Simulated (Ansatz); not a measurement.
# Y on Co(0001): change of the work function, part 3 of 4

How does Y on the fcc site change the work function of Co(0001) as the layer fills?

Ansatz 0.2.0; plane-wave DFT, PBE, Ansatz PAW.

So far, work function, upper face (eV): step 2 (the clean slab) 4.93.

## (3) The covered slab, k-mesh 4×4×1, coverage 0.111 ML (continued)

Site moment by element, in μB:

| element | atoms | mean | spread (r.m.s.) | least | largest |
| --- | --- | --- | --- | --- | --- |
| Co | 36 | 1.75 | 0.10 | 1.44 | 1.82 |
| Y | 1 | -0.17 | 0.00 | -0.17 | -0.17 |

The atoms farthest from the mean of their element:

```
atom          x, y, z (Å)  site moment (μB)
Co16   2.55, -0.02, 15.00              1.44
 Co4  -0.04, -0.02, 15.00              1.44
 Co8    1.26, 2.22, 15.00              1.44
Co13     5.02, 1.45, 9.00              1.82
 Co5     3.76, 3.62, 9.00              1.82
Co17     6.28, 3.62, 9.00              1.82
Co29     8.79, 3.62, 9.00              1.82
Co33    10.04, 5.80, 9.00              1.82
```

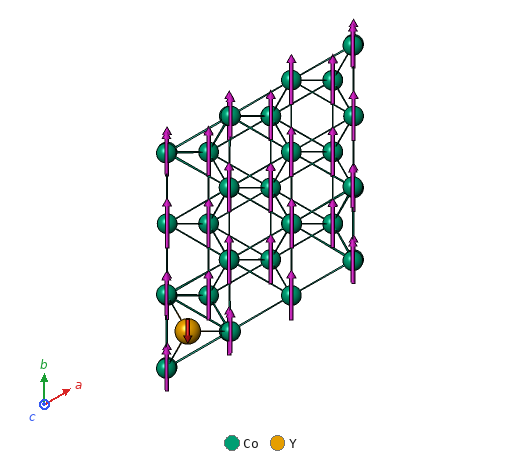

Site moment as arrows, the longest 1.82 μB. Up and down stand for the sign. Arrows give size and sign along the axis of quantisation, drawn up and down the page. Each arrow also spans its atom, so small moments look longer than they are. The two directions have two colours. Some periodic images of atoms are drawn too.

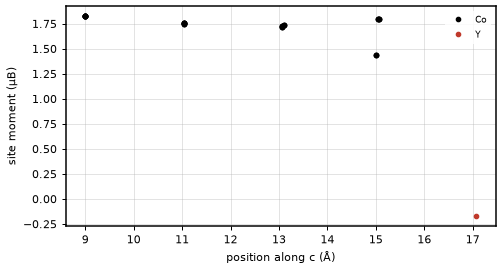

Site moment along the cell.

The relaxation took 8 steps and lowered the energy by 1.9 eV; the largest force on the free atoms ends at 0.0019 eV/Å.

The covered face has 2.58 eV, -2.35 eV against the clean one; the bare back face has moved by -0.02 eV, a measure of how thin the slab is.

## (4) Adsorbate added, k-mesh 6×6×1, coverage 0.25 ML

System of this step: Y/Co(0001). The cell holds 17 atoms: 16 Co and 1 Y. Cell: a = 5.020 Å, b = 5.020 Å, c = 26.941 Å, α = 90.0°, β = 90.0°, γ = 60.0°. Vacuum lies along c.

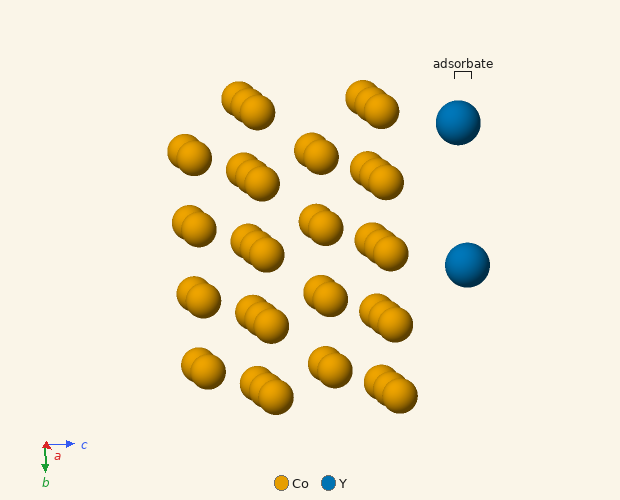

The cell of this step (cobalt orange, yttrium blue). 1×2×1 cells are drawn. Some periodic images of atoms are drawn too.

Another coverage, to see how the dipoles act on each other as their distance changes.

input.yaml

```yaml
crystal:
  lattice:
    - [5.02, 0.0, 0.0]
    - [2.51, 4.347447527, 0.0]
    - [0.0, 0.0, 26.9408345864]
  atoms:
    - { symbol: Co, position: [0.3333333333, 0.3333333333, 0.3340653747], spin: 1.82 }
    - { symbol: Co, position: [0.0, 0.0, 0.4096239099], spin: 1.76 }
    - { symbol: Co, position: [0.3333333333, 0.3333333333, 0.4855460971], spin: 1.74 }
    - { symbol: Co, position: [0.0, 0.0, 0.5577570731], spin: 1.79 }
    - { symbol: Co, position: [0.3333333333, 0.8333333333, 0.3340653747], spin: 1.82 }
    - { symbol: Co, position: [0.0, 0.5, 0.4096239099], spin: 1.76 }
    - { symbol: Co, position: [0.3333333333, 0.8333333333, 0.4855460971], spin: 1.74 }
    - { symbol: Co, position: [0.0, 0.5, 0.5577570731], spin: 1.79 }
    - { symbol: Co, position: [0.8333333333, 0.3333333333, 0.3340653747], spin: 1.82 }
    - { symbol: Co, position: [0.5, 0.0, 0.4096239099], spin: 1.76 }
    - { symbol: Co, position: [0.8333333333, 0.3333333333, 0.4855460971], spin: 1.74 }
    - { symbol: Co, position: [0.5, 0.0, 0.5577570731], spin: 1.79 }
    - { symbol: Co, position: [0.8333333333, 0.8333333333, 0.3340653747], spin: 1.82 }
    - { symbol: Co, position: [0.5, 0.5, 0.4096239099], spin: 1.76 }
    - { symbol: Co, position: [0.8333333333, 0.8333333333, 0.4855460971], spin: 1.74 }
    - { symbol: Co, position: [0.5, 0.5, 0.5577570731], spin: 1.79 }
    - { symbol: "Y", position: [0.1666666667, 0.1666666667, 0.6659346253] }
magnetization:
  spin_polarized: true
kpoints:
  mp_grid: { grid: [6, 6, 1] }
hamiltonian:
  xc: pbe
scf:
  occupations: { method: fermi_dirac, width: 0.1 }
  convergence: { dr2_threshold: 1.0e-08 }
efield:
  axis: 3
  dipole_correction: true
  ramp_position: 0.97
  ramp_width: 0.06
relax:
  f_tol: 0.02
  max_steps: 60
  constraints: [{ sites: [0, 1, 4, 5, 8, 9, 12, 13] }]
output:
  dos: { projected: true, e_range: [-8, 4] }
  write_potential: true
  write_density: true
  volumetric_format: npy
  elf: true
```

The run is started by

```bash
$ ansatz run input.yaml --threads 4 --pin off --max-ram 16384MiB --backend cpu --events-out ev --progress --plain --runs-dir out
```

Numbers of over 12 decimals in the logs are rounded to 6 here.

The program printed:

```text
[...]
Crystal: 17 atoms, lattice volume = 587.962 Å³
Basis set: ecut = 420 eV, 11593 PW (Γ), exchange–correlation on 72×72×384 points (8 copies of the dense FFT grid, shifted against one another)
Bands: 187, of which v1, the nominal top of the filled ones, is band 142 counted from 1 (141 counted from 0)
Symmetry: 6 space group operations
k-points: 7 of 36 (time reversal used)
[...]
Starting moments: Σ|m| = 28.44 μB on 16 of 17 sites
[...]
SCF iter   1: F=—  HF=-85857.128981 eV  |F-HF|=—  |Δ(HF+E_count)|=         —  Δρ=3.85e-2 (↑1.15e-2 ↓3.85e-2)  dr2=9.43e1  dr2_m=1.85e0  M=27.293 μB ∫|m|=28.408 μB  β_m=1.00  ethr=3.10e-3  p=0.000 e·Å  D=4.10e-6 V/Å  ΔV_dip=-0.00 eV  dr2_dipole=2.52e1  V_vac-E_F(+/−)=7.10/7.10 eV  ⟨swp⟩=8.4  Hψ=12491  notcnv=0  defer=174
[...]
SCF iter  21: F=-85860.799110 eV  HF=-85860.799110 eV  |F-HF|=1.05e-9  |Δ(HF+E_count)|=   6.62e-9  Δρ=3.07e-7 (↑1.94e-7 ↓3.07e-7)  dr2=9.63e-10  dr2_m=1.69e-10  M=26.858 μB ∫|m|=30.153 μB  ethr=2.58e-12  p=0.207 e·Å  D=6.36e-2 V/Å  ΔV_dip=-1.71 eV  dr2_dipole=8.59e-11  V_vac-E_F(+/−)=3.27/4.99 eV  ⟨swp⟩=14.4  Hψ=19202  notcnv=0
SCF 1 converged in 21 iterations: F = -85860.799110 eV  dr2 = 9.63e-10
[...]
relax step   1: F+E_penalty+E_count = -85860.79911021 eV  Δ(F+E_penalty+E_count) = +0.000e0 eV  max|allowed force component| = 2.136e0 eV/Å  Δτ_max = 0.0000 Å  (21 SCF iters, accepted)
[...]
SCF iter  17: F=-85861.265148 eV  HF=-85861.265148 eV  |F-HF|=1.72e-9  |Δ(HF+E_count)|=   3.39e-9  Δρ=2.57e-7 (↑1.83e-7 ↓2.57e-7)  dr2=6.84e-10  dr2_m=1.11e-10  M=26.726 μB ∫|m|=30.115 μB  ethr=3.53e-12  p=0.217 e·Å  D=6.68e-2 V/Å  ΔV_dip=-1.80 eV  dr2_dipole=5.32e-14  V_vac-E_F(+/−)=3.19/4.99 eV  ⟨swp⟩=13.5  Hψ=15990  notcnv=0
SCF 2 converged in 17 iterations: F = -85861.265148 eV  dr2 = 6.84e-10
relax step   2: F+E_penalty+E_count = -85861.26514754 eV  Δ(F+E_penalty+E_count) = -4.660e-1 eV  max|allowed force component| = 2.158e0 eV/Å  Δτ_max = 0.1949 Å  (17 SCF iters, accepted)
SCF iter   1: F=—  HF=-85861.726596 eV  |F-HF|=—  |Δ(HF+E_count)|=         —  Δρ=3.87e-3 (↑2.74e-3 ↓3.87e-3)  dr2=2.67e-1  dr2_m=4.40e-2  M=26.596 μB ∫|m|=29.981 μB  β_m=1.00  ethr=7.87e-4  p=0.217 e·Å  D=6.68e-2 V/Å  ΔV_dip=-1.80 eV  dr2_dipole=2.92e-3  V_vac-E_F(+/−)=3.20/5.01 eV  ⟨swp⟩=4.2  Hψ=5904  notcnv=0  defer=199
[...]
SCF iter  14: F=-85861.698115 eV  HF=-85861.698115 eV  |F-HF|=8.08e-9  |Δ(HF+E_count)|=   1.48e-8  Δρ=9.57e-7 (↑4.56e-7 ↓9.57e-7)  dr2=9.60e-9  dr2_m=6.20e-10  M=26.595 μB ∫|m|=29.935 μB  ethr=1.56e-12  p=0.238 e·Å  D=7.33e-2 V/Å  ΔV_dip=-1.97 eV  dr2_dipole=5.77e-10  V_vac-E_F(+/−)=3.01/4.99 eV  ⟨swp⟩=11.5  Hψ=17733  notcnv=0
SCF 3 converged in 14 iterations: F = -85861.698115 eV  dr2 = 9.60e-9
relax step   3: F+E_penalty+E_count = -85861.69811529 eV  Δ(F+E_penalty+E_count) = -4.330e-1 eV  max|allowed force component| = 1.900e0 eV/Å  Δτ_max = 0.1949 Å  (14 SCF iters, accepted)
[...]
relax step   4: F+E_penalty+E_count = -85862.03940527 eV  Δ(F+E_penalty+E_count) = -3.413e-1 eV  max|allowed force component| = 1.094e0 eV/Å  Δτ_max = 0.1961 Å  (16 SCF iters, accepted)
[...]
relax step   5: F+E_penalty+E_count = -85862.16609829 eV  Δ(F+E_penalty+E_count) = -1.267e-1 eV  max|allowed force component| = 2.427e-1 eV/Å  Δτ_max = 0.1949 Å  (15 SCF iters, accepted)
[...]
relax step   6: F+E_penalty+E_count = -85862.19722423 eV  Δ(F+E_penalty+E_count) = -3.113e-2 eV  max|allowed force component| = 1.547e-1 eV/Å  Δτ_max = 0.0695 Å  (14 SCF iters, accepted)
[...]
relax step   7: F+E_penalty+E_count = -85862.19616036 eV  Δ(F+E_penalty+E_count) = +1.064e-3 eV  max|allowed force component| = 1.417e-1 eV/Å  Δτ_max = 0.0619 Å  (13 SCF iters, rejected (line search))
SCF iter   1: F=—  HF=-85862.200732 eV  |F-HF|=—  |Δ(HF+E_count)|=         —  Δρ=1.57e-3 (↑1.07e-3 ↓1.57e-3)  dr2=1.63e-2  dr2_m=7.89e-3  M=26.112 μB ∫|m|=29.300 μB  β_m=1.00  ethr=6.05e-5  p=0.303 e·Å  D=9.32e-2 V/Å  ΔV_dip=-2.51 eV  dr2_dipole=1.83e-3  V_vac-E_F(+/−)=2.46/4.97 eV  ⟨swp⟩=3.0  Hψ=5109  notcnv=0  defer=219
[...]
SCF iter  13: F=-85862.200853 eV  HF=-85862.200853 eV  |F-HF|=2.94e-9  |Δ(HF+E_count)|=   5.28e-9  Δρ=6.31e-7 (↑2.98e-7 ↓6.31e-7)  dr2=3.28e-9  dr2_m=5.40e-10  M=26.101 μB ∫|m|=29.285 μB  ethr=1.00e-12  p=0.301 e·Å  D=9.25e-2 V/Å  ΔV_dip=-2.49 eV  dr2_dipole=2.62e-15  V_vac-E_F(+/−)=2.49/4.98 eV  ⟨swp⟩=10.2  Hψ=17094  notcnv=0
SCF 8 converged in 13 iterations: F = -85862.200853 eV  dr2 = 3.28e-9
relax step   8: F+E_penalty+E_count = -85862.20085325 eV  Δ(F+E_penalty+E_count) = -3.629e-3 eV  max|allowed force component| = 7.143e-3 eV/Å  Δτ_max = 0.0213 Å  (13 SCF iters, accepted)
[...]
SCF converged after 13 iterations
Magnetization: 26.1013 μB (154.5507 up, 128.4493 down)
Absolute magnetization: 29.2919 μB (∫|ρ↑−ρ↓|, with the PAW one-centre terms)
[...]
Per-site moments (μB) at R_I (Å): [(1.834947, 1.030734), (1.764138, 1.010931), (1.724003, 1.001703), (1.469180, 0.999418), (1.834947, 1.030734), (1.764138, 1.010931), (1.724003, 1.001703), (1.469180, 0.999418), (1.834947, 1.030734), (1.764138, 1.010931), (1.724003, 1.001703), (1.469180, 0.999418), (1.841293, 1.030734), (1.759184, 1.030734), (1.745018, 1.006124), (1.793470, 1.038447), (-0.152500, 1.062999)]
Free energy (F): -85862.200853 eV
[...]
Internal energy: -85861.561359 eV  (E = F + TS)
E sigma→0 (E₀):  -85861.881106 eV
Entropy (-TS):   -0.639494 eV (-37.617 meV/atom)
Fermi energy:    3.763649 eV
Dipole field:    D = 0.092515 V/Å  (p = 0.300607 e·Å, saw-weighted, corrected)
Work function:   Φ+ = 2.4890 eV   Φ− = 4.9815 eV
[...]
--- Forces (eV/Å), atoms counted from 1 ---
  atom   1  Co    -0.00255761    -0.00147664     0.45008732
  atom   2  Co     0.09426178     0.05442206    -0.47037343
  atom   3  Co     0.00167994     0.00096992    -0.00245104
  atom   4  Co    -0.00481937    -0.00278246     0.00288122
  atom   5  Co     0.00000000     0.00295327     0.45008732
  atom   6  Co    -0.00000000    -0.10884413    -0.47037343
  atom   7  Co     0.00000000    -0.00193983    -0.00245104
  atom   8  Co     0.00000000     0.00556492     0.00288122
  atom   9  Co     0.00255761    -0.00147664     0.45008732
  atom  10  Co    -0.09426178     0.05442206    -0.47037343
  atom  11  Co    -0.00167994     0.00096992    -0.00245104
  atom  12  Co     0.00481937    -0.00278246     0.00288122
  atom  13  Co     0.00000000    -0.00000000     0.46259702
  atom  14  Co    -0.00000000     0.00000000    -0.41010176
  atom  15  Co     0.00000000    -0.00000000     0.00199643
  atom  16  Co    -0.00000000    -0.00000000     0.00714312
  atom  17  Y      0.00000000    -0.00000000    -0.00201435
  max |Σ_I F_I| component: 5.27e-5 eV/Å
--- Band table (eV; the first three rows and the last of 14) ---
  k-point 0 ↑: bands = [... 138 lower, 2.8480, 2.8695, 2.9971, 2.9971, 3.0108, 3.0668, 3.0668, 3.0874, ... 41 higher]
  k-point 1 ↑: bands = [... 138 lower, 2.7774, 2.8036, 2.8237, 2.8405, 2.8742, 2.8861, 2.9797, 3.0093, ... 41 higher]
  k-point 2 ↑: bands = [... 138 lower, 2.5508, 2.5662, 2.6144, 2.6580, 2.6907, 2.7070, 2.7370, 2.7663, ... 41 higher]
  k-point 6 ↓: bands = [... 138 lower, 4.3997, 4.4670, 4.4953, 4.5088, 4.5359, 4.5667, 4.5902, 4.5952, ... 41 higher]
--- Relaxed structure (8 steps of the walk, 7 accepted, 0 SCFs on fresh bases) ---
  F+E_penalty+E_count = -85862.20085325 eV   max|allowed force component| = 7.143e-3 eV/Å
  atoms:
    - { symbol: Co, position: [0.333333, 0.333333, 0.3340653747] }
    - { symbol: Co, position: [2.66671216701714e-17, 2.6667121670171398e-17, 0.409624] }
    - { symbol: Co, position: [0.334815, 0.334815, 0.485720] }
    - { symbol: Co, position: [-0.00578805, -0.00578805, 0.557151] }
    - { symbol: Co, position: [0.333333, 0.833333, 0.3340653747] }
    - { symbol: Co, position: [8.326672684688674e-17, 0.500000, 0.409624] }
    - { symbol: Co, position: [0.334815, 0.830369, 0.485720] }
    - { symbol: Co, position: [-0.00578805, 0.511576, 0.557151] }
    - { symbol: Co, position: [0.833333, 0.333333, 0.3340653747] }
    - { symbol: Co, position: [0.500000, 2.6667121670171398e-17, 0.409624] }
    - { symbol: Co, position: [0.830369, 0.334815, 0.485720] }
    - { symbol: Co, position: [0.511576, -0.00578805, 0.557151] }
    - { symbol: Co, position: [0.833333, 0.833333, 0.3340653747] }
    - { symbol: Co, position: [0.5, 0.500000, 0.409624] }
    - { symbol: Co, position: [0.833333, 0.833333, 0.482984] }
    - { symbol: Co, position: [0.5, 0.500000, 0.564086] }
    - { symbol: Y, position: [0.166667, 0.166667, 0.634943] }
```

Wall time 2.9 min (4 threads of AMD EPYC 9R45, shared host); peak memory 3.3 GiB; 11 min of CPU time.

The steps of the relaxation:

```
step  energy less that of the first step (eV)  largest force component (eV/Å)
   1                                   0.0000                          2.1358
   2                                  -0.4660                          2.1576
   3                                  -0.8990                          1.8996
   4                                  -1.2403                          1.0944
   5                                  -1.3670                          0.2427
   6                                  -1.3981                          0.1547
   7                                  -1.3970                          0.1417
   8                                  -1.4017                          0.0071
```

Relaxation step 7 was tried and not accepted.

The run keeps the 6 symmetry operations that it works with, so distortions that break them were not tested.

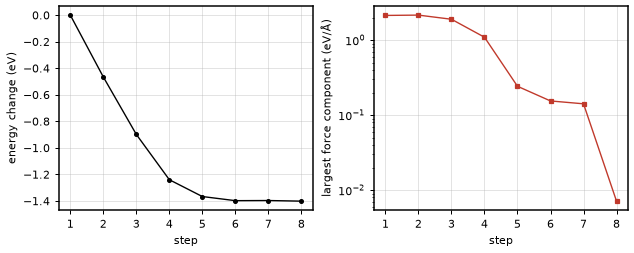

Energy and largest force along the relaxation.

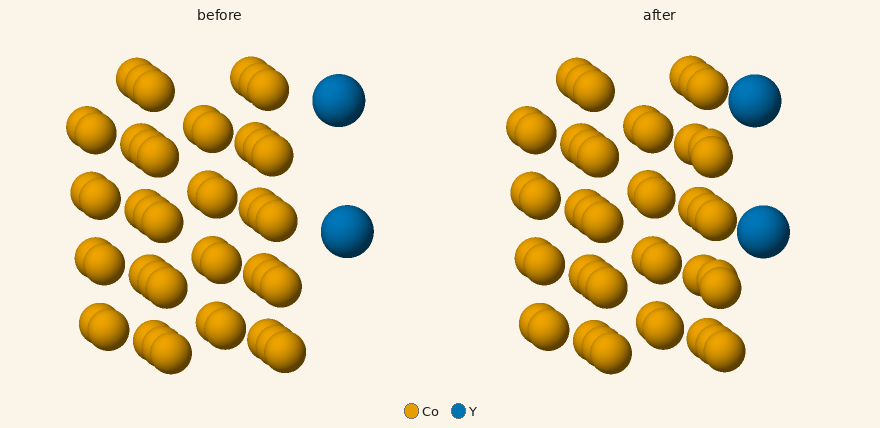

Before and after, at one scale.

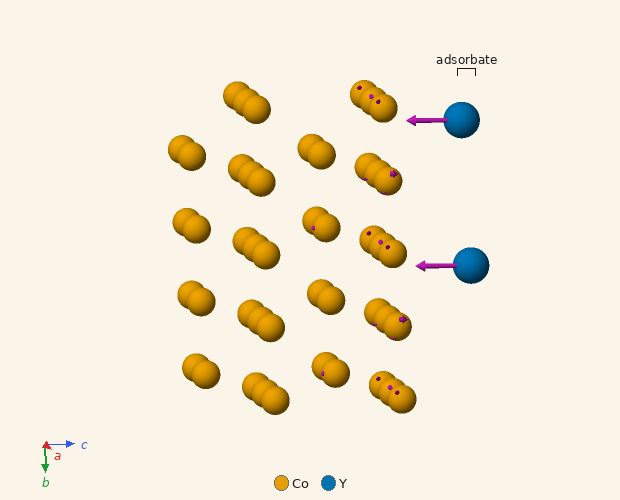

Displacements in the relaxation, exaggerated; the longest in the cell stands for 0.83 Å. 1×2×1 cells are drawn. Some periodic images of atoms are drawn too.

The atoms that moved most (Å):

```
atom      dx      dy      dz  length
 Y17   0.000   0.000  -0.835   0.835
Co16   0.000   0.000   0.171   0.171
Co15   0.000   0.000  -0.069   0.069
Co12   0.044  -0.025  -0.016   0.053
 Co4  -0.044  -0.025  -0.016   0.053
 Co8   0.000   0.050  -0.016   0.053
 Co7   0.000  -0.013   0.005   0.014
Co11  -0.011   0.006   0.005   0.014
```

Final coordinates:

```xyz
17
Lattice="5.0200 0.0000 0.0000 2.5100 4.3474 0.0000 0.0000 0.0000 26.9408" Properties=species:S:1:pos:R:3
Co    2.5100    1.4491    9.0000
Co    0.0000    0.0000   11.0356
Co    2.5212    1.4556   13.0857
Co   -0.0436   -0.0252   15.0101
Co    3.7650    3.6229    9.0000
Co    1.2550    2.1737   11.0356
Co    3.7650    3.6100   13.0857
Co    1.2550    2.2241   15.0101
Co    5.0200    1.4491    9.0000
Co    2.5100    0.0000   11.0356
Co    5.0088    1.4556   13.0857
Co    2.5536   -0.0252   15.0101
Co    6.2750    3.6229    9.0000
Co    3.7650    2.1737   11.0356
Co    6.2750    3.6229   13.0120
Co    3.7650    2.1737   15.1970
Y     1.2550    0.7246   17.1059
```

Numbers from this step:

```
energy at zero smearing        : -85861.8811 eV
total moment                   : 26.10 μB
work function, upper face      : 2.489 eV
work function, lower face      : 4.981 eV
dipole along the normal        : 0.3006 e·Å
step between the vacuum levels : -2.492 eV
```

Running mean over 2.03561 Å of the planar mean; the ramp of the sawtooth is left out. The electron's electrostatic potential energy less the Fermi level by z:

| z (Å) | electron's electrostatic potential energy less the Fermi level (eV) |
| --- | --- |
| 4 | 4.98 |
| 6 | 4.92 |
| 8 | -3.46 |
| 10 | -10.5 |
| 12 | -10.6 |
| 14 | -11.0 |
| 16 | -7.12 |
| 18 | -1.56 |
| 20 | 2.30 |
| 22 | 2.48 |

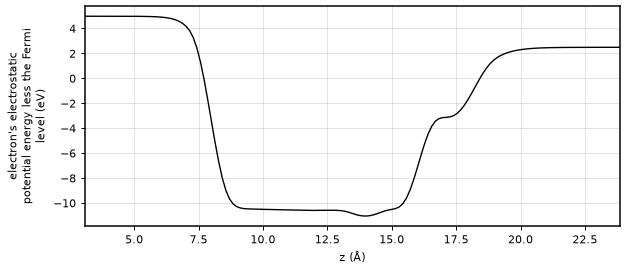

Electron's electrostatic potential energy less the Fermi level against z.

[end of part 3 of 4]

[Logs are printed without paths, hosts, clocks, repeated set-up lines and the standing remarks that a program may print on its own settings, such as how far it seeks lower states.]

[Hosts, paths, dates, database ids (printed as entryN), source tags and the programs' standing remarks are cut or masked in the printed files.]

[Maps of the electrostatic potential energy from Ansatz leave out the sawtooth potential of an applied field or a dipole correction, so their vacuum need not be flat; planar profiles and work functions include it.]
